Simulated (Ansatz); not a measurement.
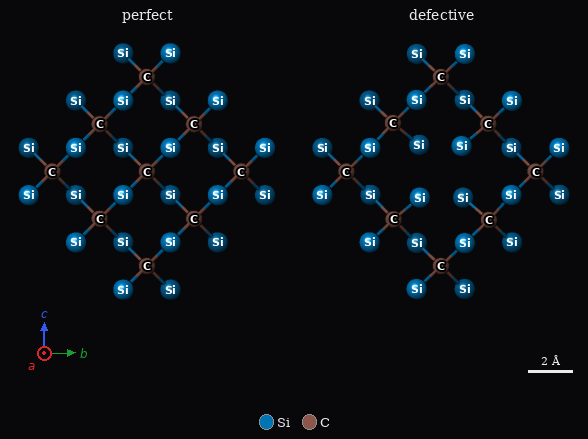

Left: perfect SiC. Right: the same region with one point defect, after relaxing the atoms in a supercell of 64 sites. A ball-and-stick model of the atoms within 6.0 Å of one point, in a slice 3.4 Å thick across the line of sight, seen along the a axis.

Method: Ansatz 0.2.0, DFT, PBEsol, PAW, plane waves. Settings: plane-wave cutoff 420 eV; k-point mesh 1 × 1 × 1; mesh shifted by (0.25, 0.25, 0.25); no spin polarisation. Fermi-Dirac smearing of 0.01 eV. The axes drawn are those of the host's conventional cell.

Which defect is it?

A carbon atom is taken out (a vacancy).

The charge state of the cell is 0.

What does the relaxation do around it?

Around the empty C site the host had 4 Si at 1.89 Å; after relaxation the nearest atoms are 4 Si at 1.79 to 1.87 Å. Of the host's atoms, a silicon atom moves furthest from its site, by 0.21 Å.
